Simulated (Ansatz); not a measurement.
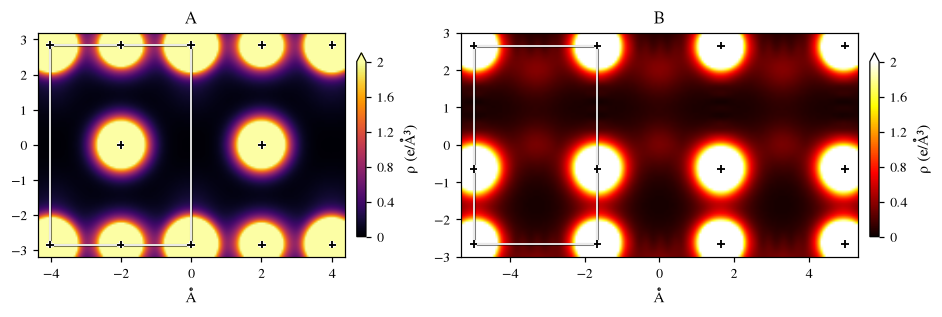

The valence electron density of 2 systems, each on a plane through atoms (crosses mark nuclei in the plane).

Computed with Kohn-Sham DFT of a periodic cell, BPBE, Ansatz PAW (Ansatz).

System 1: ZnO, the (100) plane of the conventional cell. Space group P6₃mc; computed pressure about −3 GPa in this cell.

```
Zn O
1.0
     3.31304    0.00000    0.00000
    -1.65652    2.86917    0.00000
     0.00000    0.00000    5.30781
Zn O
2 2
Direct
  0.66667 0.33333 0.00000
  0.33333 0.66667 0.50000
  0.33333 0.66667 0.87901
  0.66667 0.33333 0.37901
```

System 2: KTaO₃, the (101) plane of the conventional cell. Space group Pm-3m.

Q: Match each panel to its system.

A: Panel A is system 2, KTaO₃: the plane holds Ta, K and O. Ta–O (2.01 Å): ρ at the midpoint is about 0.83 e/Å³. Panel B is system 1, ZnO: the plane holds Zn and O. Zn–O (2.01 Å): ρ is about 0.55 e/Å³ halfway.
